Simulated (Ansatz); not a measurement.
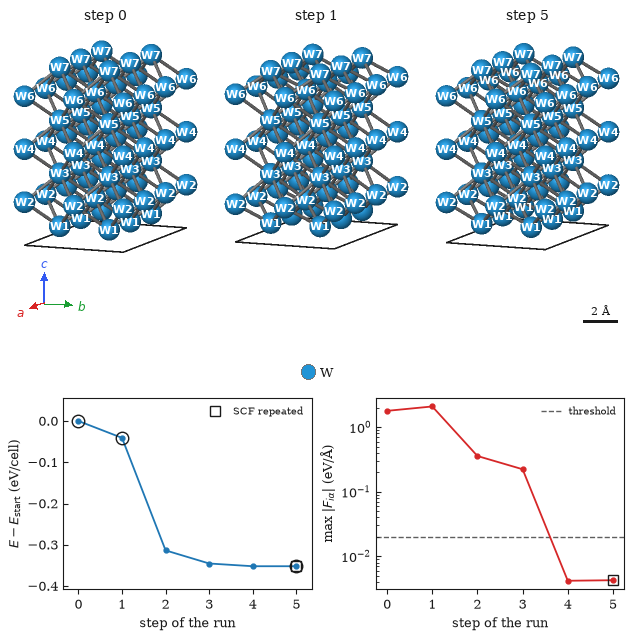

Frames of a relaxation of a slab of composition W (cut from the Im-3m phase), marked on the history of the run. A ball-and-stick model of the 3 × 2 repeat of the cell, outlined in the plane, without the vacuum, seen slightly off an axis.

The slab is the (1 0 0) face of W.

These are results of DFT PBE, scalar-relativistic, plane waves, PAW (Ansatz 0.2.0), not measurements.

Input file:
```yaml
crystal:
  lattice:
    - [3.1835485389, 0.0, 0.0]
    - [0.0, 3.1835485389, 0.0]
    - [0.0, 0.0, 24.5506456167]
  atoms:
    - { symbol: W, position: [0.5, 0.5, 0.3054909479] }
    - { symbol: W, position: [0.0, 0.0, 0.3703272986] }
    - { symbol: W, position: [0.5, 0.5, 0.4351636493] }
    - { symbol: W, position: [0.0, 0.0, 0.5] }
    - { symbol: W, position: [0.5, 0.5, 0.5648363507] }
    - { symbol: W, position: [0.0, 0.0, 0.6296727014] }
    - { symbol: W, position: [0.5, 0.5, 0.6945090521] }
basis:
  ecutwfc: 420
kpoints:
  mp_grid: { grid: [11, 11, 1] }
hamiltonian:
  xc: pbe
scf:
  occupations: { method: gaussian, width: 0.1 }
output:
  forces: true
  eigenvalues: true
relax:
  adjacent_minimum: "off"
  f_tol: 0.02
  max_steps: 60
efield:
  axis: 3
  dipole_correction: true
  ramp_width: 0.04
```

Run as
```bash
ansatz run input.yaml --threads 2 --pin off --max-ram 5120MiB --backend cpu --events-out ev --progress --plain --runs-dir out
```

> Describe the path.

The largest moves relative to the layer's centre, 0.16 Å, are those of W1 and W7. W7 goes along the normal (−c). The cell doesn't change. Among the contacts that change: W1–W3 3.184 → 3.041 Å, W1–W2 2.757 → 2.659 Å, W3–W5 3.184 → 3.154 Å, W2–W3 2.757 → 2.777 Å. Bond angles that change, for instance: W2–W1–W2 109.5° → 115.7°, W2–W1–W2 70.5° → 73.6°. The energy falls by 0.352 eV per cell of the calculation in 4 accepted moves (5 points after the start). The largest force component goes from 1.8 to 0.0043 eV/Å. 1 step only repeated the SCF at the same geometry. From step 0 to 1: W atoms move most (0.20 Å), energy −40.9 meV per cell of the calculation. From step 1 to 5: W atoms move most (0.10 Å), energy −0.311 eV per cell of the calculation.
